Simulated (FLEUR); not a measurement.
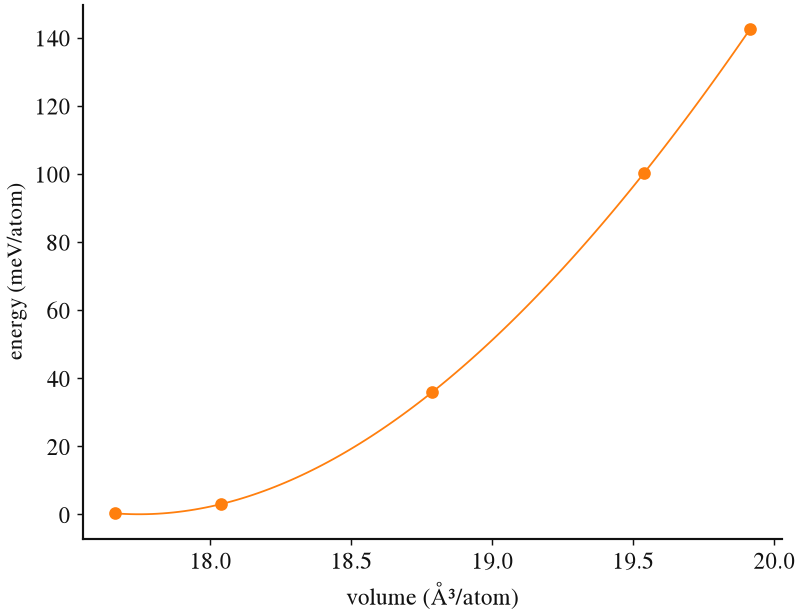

Computed with FLEUR MaX-R8.1 (later development tree): all-electron LAPW DFT, no spin polarisation; energies at scaled volumes of the given cell, shape and fractions fixed, counted from the fit's minimum, third-order Birch-Murnaghan fit. Level: LDA.

| setting | value |
| --- | --- |
| k mesh | 11×11×11 |
| occupations | Fermi–Dirac |
| smearing width | 0.05 eV |
| potentials | all electron |
| program settings | basis FLAPW, kmax 4.1 1/bohr |

Cell as given: a = 2.984 Å, b = 2.984 Å, c = 2.984 Å, α = 60.00°, β = 60.00°, γ = 60.00°; 1 atom.

**Figure.** Energy against volume for Ta, space group Fm-3m (No. 225).

A third-order Birch–Murnaghan fit gives V0 = 17.75 Å³/atom, B0 = 206 GPa and B′ = 3.5. The energy rises from 0 meV/atom at volume 17.66 Å³/atom to 143 meV/atom at 19.92 Å³/atom.
